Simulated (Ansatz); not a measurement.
The structure in question:

```
Al H
1.0
     2.83628    0.00000    0.00000
    -1.41814    2.45629    0.00000
     0.00000    0.00000   37.64430
Al H
9 1
Direct
  0.33333 0.66667 0.24108
  0.00000 0.00000 0.30299
  0.66667 0.33333 0.36490
  0.00000 0.00000 0.42681
  0.33903 0.67807 0.48775
  0.00986 0.01972 0.54878
  0.68163 0.36327 0.61083
  0.02117 0.04235 0.67294
  0.35784 0.71568 0.73241
  0.69120 0.38240 0.75892
```

### What does this file describe?

Formula: Al$_{9}$H. In the cell are 9 Al, 1 H, which makes 1 formula unit. The H atoms are each bonded to three Al in a trigonal pyramidal arrangement at 1.92 Å. Within bonding distance, the neighbour counts come to Al 9 to 12 (mean 11.7). The bonds build Al9H layers parallel to (001).

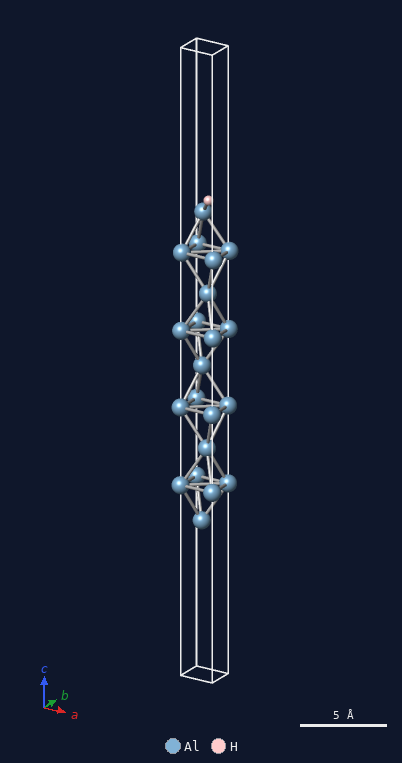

Drawn in the ball-and-stick manner and seen slightly off an axis. The outline marks the simulation cell.

The initial geometry was a structure listed in the Materials Project, from which a slab was cut and an adsorbate added. The atoms were relaxed in a fixed cell with DFT PBEsol, scalar-relativistic, plane waves, PAW in Ansatz, but for four held in place.
